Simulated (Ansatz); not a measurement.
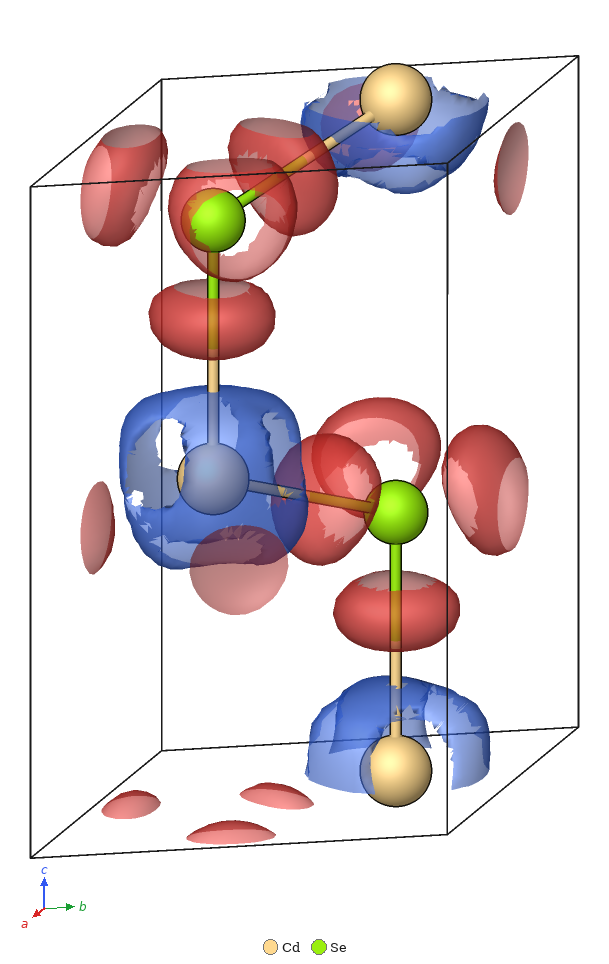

*CdSe. Deformation density (self-consistent density less superposed neutral spherical atoms): red surfaces at +0.04 and blue ones at −0.04 e/Å³, in the conventional cell seen slightly off an axis (the regions close to the nuclei are left out). Cores are masked to 0.9 Å (Cd) and 0.8 Å (Se).*

Space group P6_3mc; the calculation finds a residual pressure of about 3 GPa at this fixed cell.

All numbers below come from Ansatz 0.2.0, DFT PBE, scalar-relativistic, plane waves, PAW.

In a PAW calculation such maps are meaningful between the atoms, not at the nuclei.

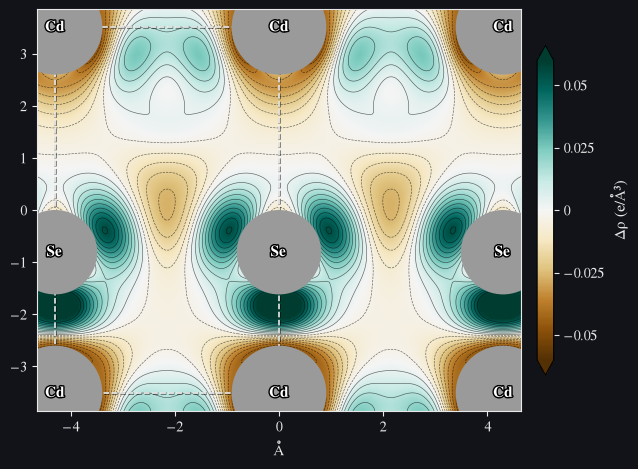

Second picture: a map on the (010) plane of the conventional cell, with grey discs over the atomic cores.

Read the map: where is density gained and where lost?

Cd–Se (2.61 Å): Δρ is +0.06 e/Å³ at the midpoint. Over the whole cell, outside the masked cores, the largest gain, 0.09 e/Å³, lies 1.0 Å from a selenium nucleus and 1.6 Å from a cadmium one, and the largest loss lies at the edge of the masked core of Cd. The rearranged charge, half the integral of |Δρ|, is about 0.20 e an atom. Bader charges: Cd +0.72 and Se −0.72 e.

Cost of the run: 80 s on 1 thread of Arm Neoverse N1, on a shared host, peak memory 0.41 GiB.
